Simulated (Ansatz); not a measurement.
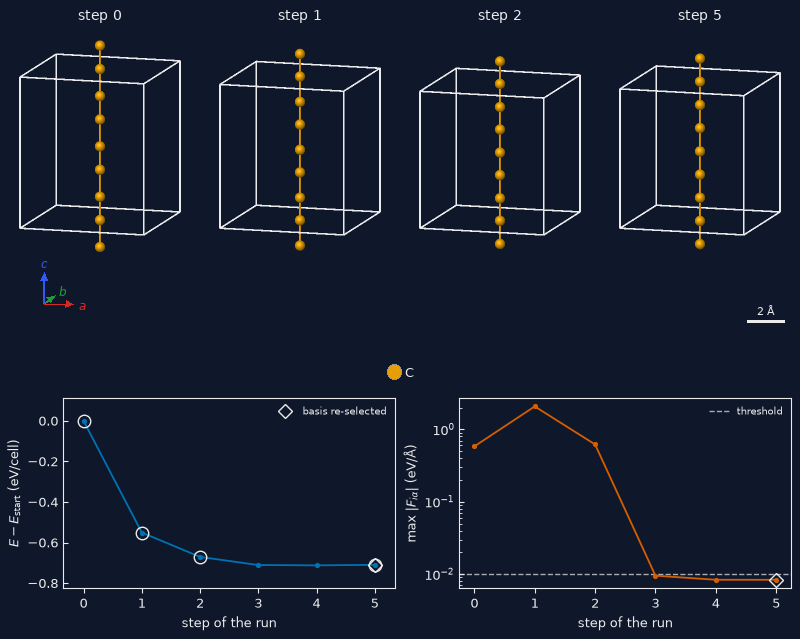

Frames of a relaxation of a wire of composition C, marked on the history of the run. Style: ball-and-stick. Shown: the 3 repeat of the cell, with the vacuum cut short, slightly off an axis.

All numbers below come from DFT PBE, scalar-relativistic, plane waves, PAW; settings changed (Ansatz).

Input
```yaml
crystal:
  lattice:
    - [9.0, 0.0, 0.0]
    - [0.0, 9.3, 0.0]
    - [0.0, 0.0, 2.7836882773]
  atoms:
    - { symbol: C, position: [0.5, 0.5, 0.0], spin: 0.5 }
    - { symbol: C, position: [0.5, 0.5, 0.465], spin: 0.5 }
basis:
  ecutwfc: 420
kpoints:
  mp_grid: { grid: [1, 1, 23] }
hamiltonian:
  xc: pbe
scf:
  occupations: { method: gaussian, width: 0.05 }
  mixing: { algorithm: msr1, beta: 0.05 }
  initial_density: { chi_scale: 0.1 }
output:
  forces: true
  eigenvalues: true
  stress: true
magnetization:
  spin_polarized: true
relax:
  adjacent_minimum: "off"
  f_tol: 0.01
  max_steps: 45
  cell: { fix: [a, b, alpha, beta, gamma], stress_tol: 0.03 }
```

Command:
```bash
ansatz run input.yaml --threads 2 --pin off --max-ram 5120MiB --backend cpu --events-out ev --progress --plain --runs-dir out
```

What happens along the run?

Answer. The largest moves relative to the layer's centre, 0.045 Å, are those of C1 and C2. Along the periodic axis the drawn cell goes c 8.351 → 7.695 Å (−7.9 %). Some distances before and after: C1–C2 1.489 → 1.283 Å, C1–C2 (another image) 1.294 → 1.282 Å. Over 4 accepted moves (5 points after the start) the energy falls by 0.710 eV per cell of the calculation. Largest force component: 0.58 eV/Å at the start, 0.0084 eV/Å at the end. At 1 point the geometry stayed and the basis and grid were re-selected for the new cell (energy shift of 2.4 meV per cell of the calculation at most each time). The program noted that the starting moments weren't kept. Cost: 8.7 s on 2 threads of Intel(R) Xeon(R) 6975P-C (Granite Rapids) (shared host), peak memory 0.48 GiB. From step 0 to 1: energy −0.550 eV per cell of the calculation. From step 1 to 2: C atoms move most (0.03 Å), energy −0.120 eV per cell of the calculation. From step 2 to 5: energy −39.3 meV per cell of the calculation.
